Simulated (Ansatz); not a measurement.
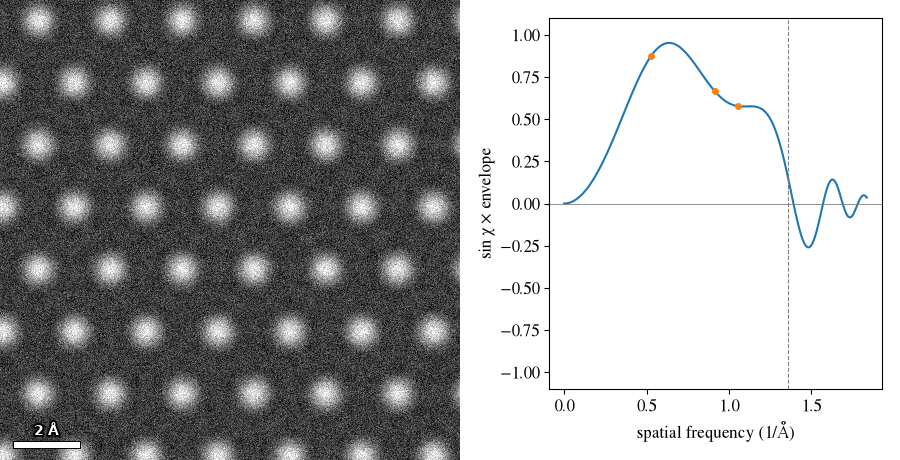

Phase-contrast TEM-like image of Pt (Pm-3m, No. 221) along [111]. Simulated in the weak-phase-object approximation with neutral-atom potentials: 300 kV, Cs = −20 µm, defocus +75 Å (negative is underfocus), defocus spread 12 Å, aperture 1.36 1/Å. Shot noise was added. Structure: coordinates from a relaxation with DFT, BLYP, plane waves (420 eV) with PAW, scalar-relativistic in Ansatz; the starting structure was generated, so it need not be a known form of this composition.

The plot gives the contrast transfer function, the aperture (dashed) and the crystal's spatial frequencies that carry visible contrast (dots).

Q: Do the atom columns appear dark or bright, and why?

A: Bright. With negative Cs and overfocus sin χ is positive over the pass band, so the strongest columns (Pt) come out brighter than the background.

Q: What point resolution do these settings give, and which lattice spacings pass?

A: About 0.7 Å (0.66 |Cs|^(1/4) λ^(3/4) with λ = 0.0197 Å). The spacings that carry visible contrast are {110} at 1.89 Å, {211} at 1.09 Å, {220} at 0.95 Å.
